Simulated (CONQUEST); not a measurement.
## Energy of ScAl₃ along an even scaling of the cell

System: ScAl₃ (Pm-3m, 4 atoms in the cell).
Method: Kohn-Sham DFT of a periodic cell, PBE, PseudoDojo NC PBE, no spin polarisation (CONQUEST 1.3).

The 7 runs differ only in the geometry, by an even scaling of the cell at fixed fractional positions. The structure derives from a Materials Project entry.

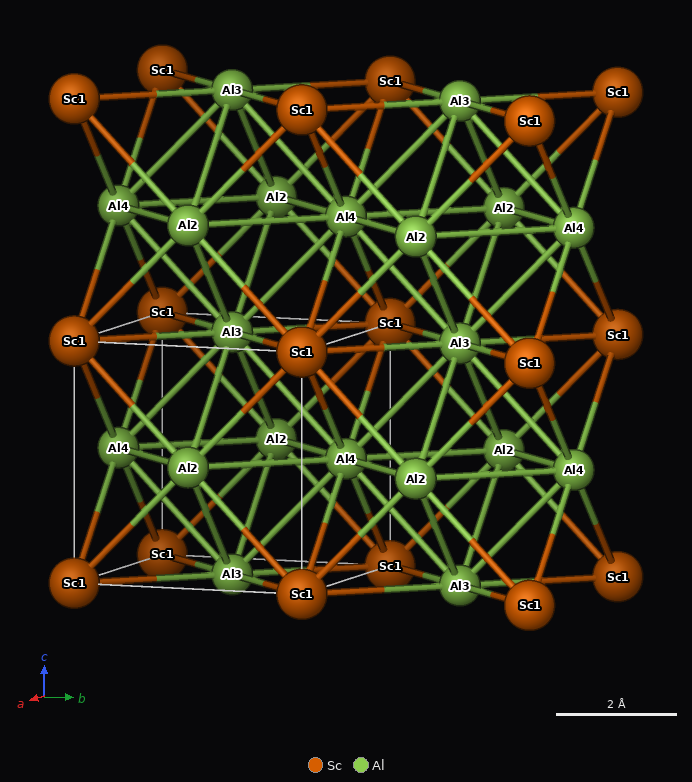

Figure 1. The structure of run 4 (ball-and-stick view of the cell of the calculation, repeated 1 × 2 × 2, seen slightly off an axis; atoms are numbered from 1 in the order of the input).

### Input of run 4
```
IO.Title ScAl3
IO.Coordinates coords.dat
IO.FractionalAtomicCoords T
IO.Iprint 2
IO.Iprint_init 1
General.NumberOfSpecies 2
General.PseudopotentialType hamann
AtomMove.TypeOfRun static
AtomMove.FullStress T
Grid.PointsAlongX 48
Grid.PointsAlongY 48
Grid.PointsAlongZ 48
DM.SolutionMethod diagon
Diag.MPMesh T
Diag.GammaCentred T
Diag.MPMeshX 7
Diag.MPMeshY 7
Diag.MPMeshZ 7
Diag.kT 0.00183747
minE.SCTolerance 1e-6
SC.MaxIters 100
IO.AtomChargeOutput T
%block ChemicalSpeciesLabel
1 44.960 Sc
2 26.980 Al
%endblock
```

Command:
```bash
OMP_NUM_THREADS=1 Conquest
```

Lattice vectors (Å) and fractional positions of run 4:
```
   4.087807    0.000000    0.000000
   0.000000    4.087807    0.000000
   0.000000    0.000000    4.087807
Sc  0.000000  0.000000  0.000000
Al  0.000000  0.500000  0.500000
Al  0.500000  0.500000  0.000000
Al  0.500000  0.000000  0.500000
```

Run 3 has the same physical settings and fractional positions; its lattice vectors (Å) are:
```
   4.060371    0.000000    0.000000
   0.000000    4.060371    0.000000
   0.000000    0.000000    4.060371
```

### Results, with one run withheld

```tsv
run	volume per atom (Å³)	free energy per atom, from the lowest run given (meV)	pressure (GPa)
1	16.052	35.06	8.13
2	16.394	20.15	5.87
3	16.735	?	?
4	17.077	2.78	2.21
5	17.419	0.00	0.38
6	17.760	0.43	−0.87
7	18.102	3.81	−2.35
```

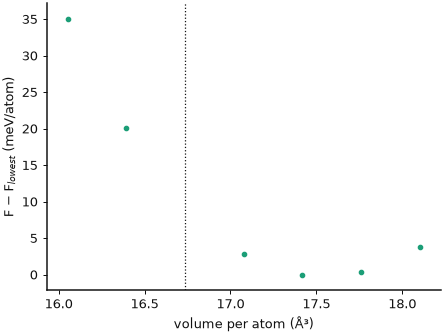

Figure 2. Free energy per atom of the runs given; the dotted line marks run 3.

Fit the runs given and predict run 3.

A cubic polynomial in V^(−2/3) (the Birch–Murnaghan form), fitted to the 6 runs given, misses them by at most 0.11 meV per atom. With x = V^(−2/3) − 0.15061 Å⁻², it reads F = 2.4681 + 2177.6 x + 4.3318e+05 x² − 5.1789e+05 x³ (meV per atom). At run 3 it gives 9.49 meV per atom, and the run itself gives 9.48. The slope of the fit gives a pressure −dF/dV of 4.01 GPa there, and the run prints 4.08 GPa. The two needn't agree exactly: the fit is approximate, and the printed stress is taken on a finite basis. The fit has its minimum at 17.544 Å³ per atom, where V d²F/dV² gives 77.8 GPa: the bulk modulus at this level, since symmetry fixes the shape and the positions.

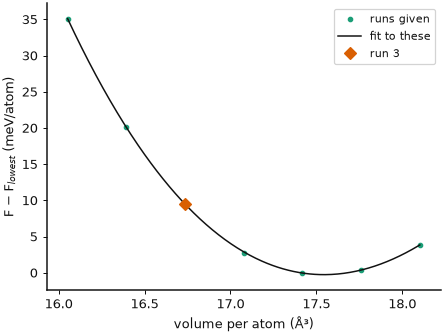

Figure 3. The fit and the withheld run.

### Some lines of the output (run 3)
```
[...]
          DFT Total Energy                 :       -55.385527760089019 Ha
          Free Energy (E-TS)               :       -55.386140402660182 Ha
          DFT Total Energy                 :       -55.385463098473096 Ha
          Free Energy (E-TS)               :       -55.386111233038633 Ha
          DFT Total Energy                 :       -55.385545312673386 Ha
          Free Energy (E-TS)               :       -55.386082875069896 Ha
          DFT Total Energy                 :       -55.385625514793006 Ha
          Free Energy (E-TS)               :       -55.386083517568331 Ha
          DFT Total Energy                 :       -55.385626097449631 Ha
          Free Energy (E-TS)               :       -55.386083088538854 Ha
          DFT Total Energy                 :       -55.385625738582391 Ha
      | Free Energy as E-TS      =       -55.386083088538854 Ha
      |* DFT total energy        =       -55.385625738582391 Ha
    force: Average pressure:      4.08406065 GPa
```

Notes: With a small basis of atomic orbitals these values can differ much from converged plane-wave results.
